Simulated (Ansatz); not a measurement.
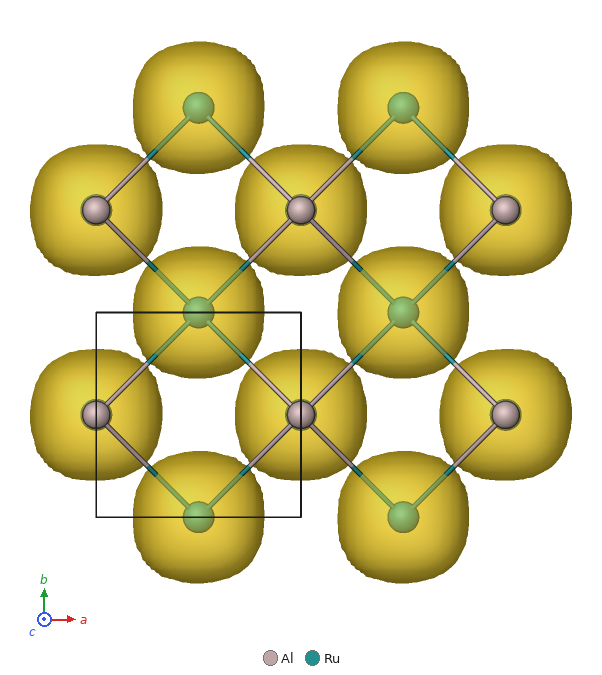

Al2Ru. Isosurface of the valence pseudo-density at 0.6 e/Å³ (yellow), seen along the c axis. Sticks mark near contacts.

Space group P4/nmm; a structure from a database of computed crystals, not necessarily the ambient phase; not relaxed (largest force 1.0 eV/Å); computed pressure about −4 GPa in this cell; computed without spin polarisation.

Theory: Ansatz, DFT r2SCAN, scalar-relativistic, plane waves, PAW.

Which contacts does the surface bridge?

Answer. At this value the density breaks into separate islands; it holds about 60 % of the electrons treated as valence (semicore included). It bridges none of the near contacts. It is pinched off along the sampled Al–Ru (2.58 Å), Al–Al (2.69 Å) and Al–Ru (2.88 Å) contacts. On the grid the lowest density along these lines, outside the cores, is 0.27 e/Å³ (Al–Ru, 2.58 Å), 0.23 e/Å³ (Al–Al, 2.69 Å) and 0.27 e/Å³ (Al–Ru, 2.88 Å).
